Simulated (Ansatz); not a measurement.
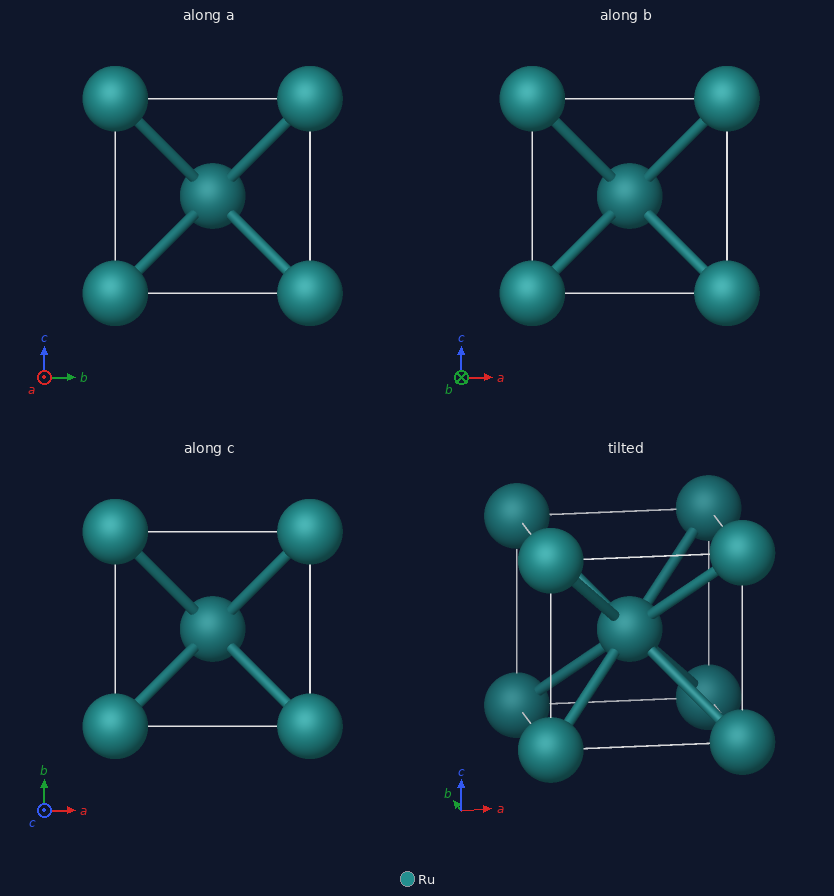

Ball-and-stick representation of a periodic structure, projected along the a axis, along the b axis, along the c axis and slightly off an axis. Atoms at the boundary of the conventional unit cell (the box) are drawn once for each face, edge or corner they touch.

Lattice parameters: a = 3.0195 Å, b = 3.0195 Å, c = 3.0195 Å, α = 90.000°, β = 90.000°, γ = 90.000°.

Transcribe the picture into a CIF with its space group and independent sites.

```cif
data_structure
_symmetry_space_group_name_H-M 'I m -3 m'
_symmetry_Int_Tables_number 229
_cell_length_a 3.0195
_cell_length_b 3.0195
_cell_length_c 3.0195
_cell_angle_alpha 90.000
_cell_angle_beta 90.000
_cell_angle_gamma 90.000
_cell_volume 27.53
loop_
_atom_site_label
_atom_site_type_symbol
_atom_site_symmetry_multiplicity
_atom_site_Wyckoff_symbol
_atom_site_fract_x
_atom_site_fract_y
_atom_site_fract_z
_atom_site_occupancy
Ru1 Ru 2 a 0.0000 0.0000 0.0000 1
```

The starting point was a structure type filled with this element by a generator (whether the element takes this form wasn't checked). Earlier steps of the study may have refined or changed the cell and positions. Ansatz was used for an electronic-structure calculation on it.
